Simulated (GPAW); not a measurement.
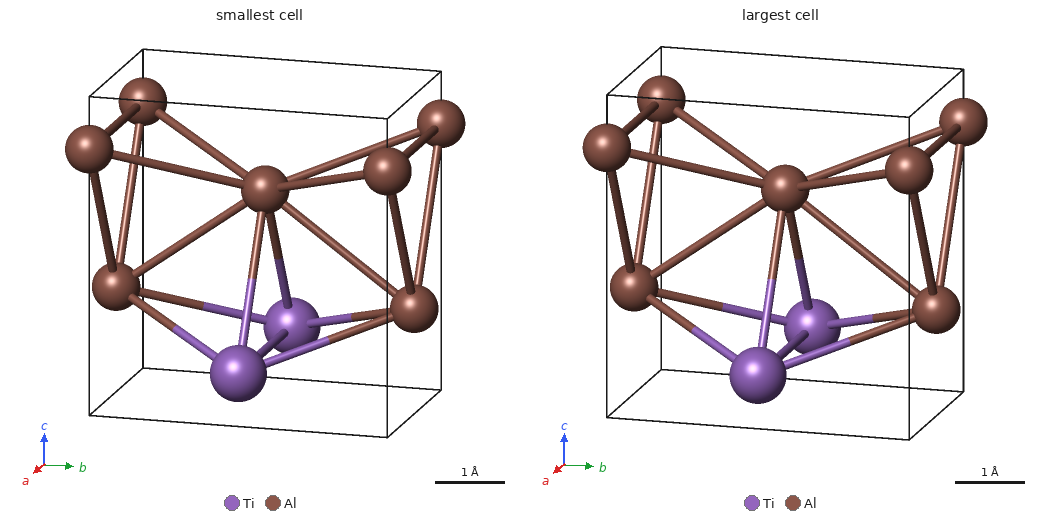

TiAl3, space group Pmm2 (No. 25), relaxed (cell and atoms, zero pressure) with five choices of dispersion term on top of PBEsol; the smallest and the largest of the relaxed conventional cells are drawn to one scale (sticks follow a distance rule). The start was a structure listed in the Materials Project. It needn't be the stable form of this composition.

Alike in all runs: GPAW 26.7.0; functional PBEsol; potentials PAW data sets generated in the run's folder for this functional; cutoff 600 eV; k mesh 7 × 4 × 4 on the run's cell of 4 atoms; occupations fermi-dirac, width 0.05 eV; no spin polarisation; no spin-orbit coupling. All runs are metallic.

| level | volume (Å³/atom) | a (Å) | b (Å) | c (Å) |
| --- | --- | --- | --- | --- |
| D3(BJ)-ATM | 15.35 | 2.816 | 4.531 | 4.813 |
| D3(BJ) | 15.27 | 2.811 | 4.522 | 4.805 |
| D3 | 15.47 | 2.822 | 4.548 | 4.823 |
| none | ? | ? | ? | ? |
| D4 | 15.60 | 2.832 | 4.555 | 4.837 |

Question: What does none give?

Answer: Volume 15.87 Å³/atom; a 2.848 Å; b 4.583 Å; c 4.864 Å. That is the largest volume of all.

Question: Order the levels by the relaxed volume, smallest first.

Answer: D3(BJ) (15.27 Å³/atom), D3(BJ)-ATM (15.35 Å³/atom), D3 (15.47 Å³/atom), D4 (15.60 Å³/atom), none (15.87 Å³/atom). Rows within a few tenths of a per cent can't be told apart.

Caveat: later steps reuse the first step's grids; pairwise dispersion terms can overbind metals strongly.
